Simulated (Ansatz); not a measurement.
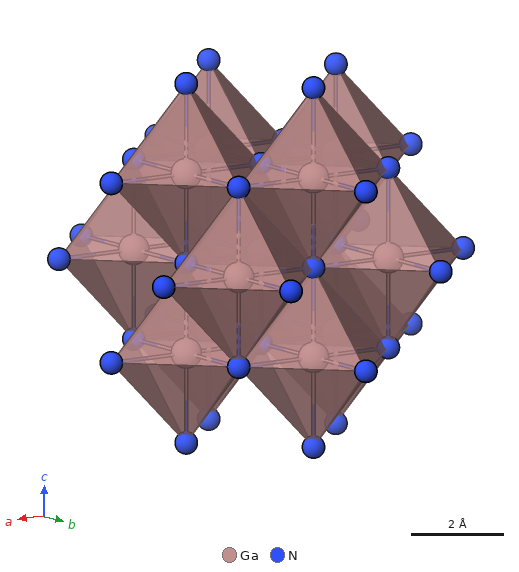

This is the input geometry for a relaxation of crystalline GaN (set up in Fm-3m) (coarse preliminary run). The picture is a polyhedral view of the conventional cell (4 times the calculation's cell), seen from a free direction. Lengths and directions refer to the drawn axes.

Level of theory: Ansatz, DFT PBE, scalar-relativistic, plane waves, PAW.

Input
```yaml
crystal:
  lattice:
    - [0.0, 1.99249995, 1.99249995]
    - [1.99249995, 0.0, 1.99249995]
    - [1.99249995, 1.99249995, 0.0]
  atoms:
    - { symbol: Ga, position: [0.5, 0.5, 0.5] }
    - { symbol: "N", position: [0.0, 0.0, 0.0] }
basis:
  ecutwfc: 420
kpoints:
  mp_grid: { grid: [8, 8, 8] }
hamiltonian:
  xc: pbe
scf:
  occupations: { method: gaussian, width: 0.1 }
  lower_state_search: "off"
output:
  forces: true
  stress: true
  eigenvalues: true
relax:
  adjacent_minimum: "off"
  f_tol: 0.04
  max_steps: 70
  cell: { stress_tol: 0.4 }
```

Command:
```bash
ansatz run input.yaml --threads 1 --pin off --max-ram 2560MiB --backend cpu --events-out ev --progress --plain --runs-dir out
```

What does the optimiser find from here?

Answer. The atoms keep their places relative to the cell (all moves are under 0.005 Å). Cell: a = b = c 3.985 → 4.267 Å (+7.1 %). Volume +22.7 %. Among the contacts that change: Ga1–N2 1.992 → 2.133 Å. The space group stays Fm-3m (No. 225). The energy falls by 323 meV per atom in 4 accepted moves (6 points after the start). All forces vanish by symmetry, so only the cell relaxes. The pressure goes from 69.09 to 0.17 GPa. The SCF was repeated twice at an unchanged geometry on a basis and grid sized afresh for the cell, which shifted the energy by 17.9 meV per atom at most. The run took 7.4 s on 1 thread of Intel(R) Xeon(R) Platinum 8259CL CPU @ 2.50GHz (Skylake/Cascade Lake), on a shared host, peak memory 0.32 GiB.

After the run, drawn alike:

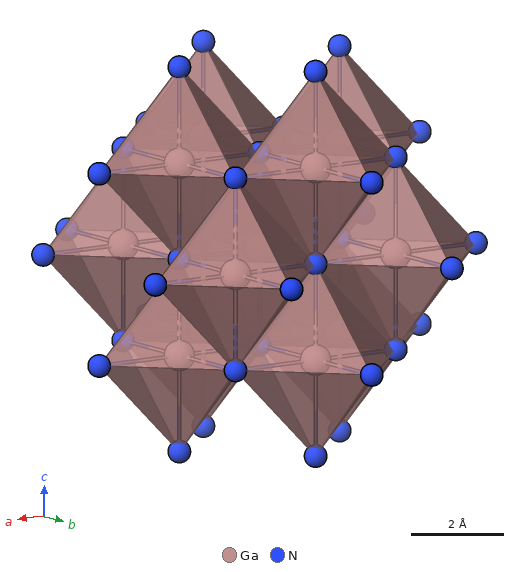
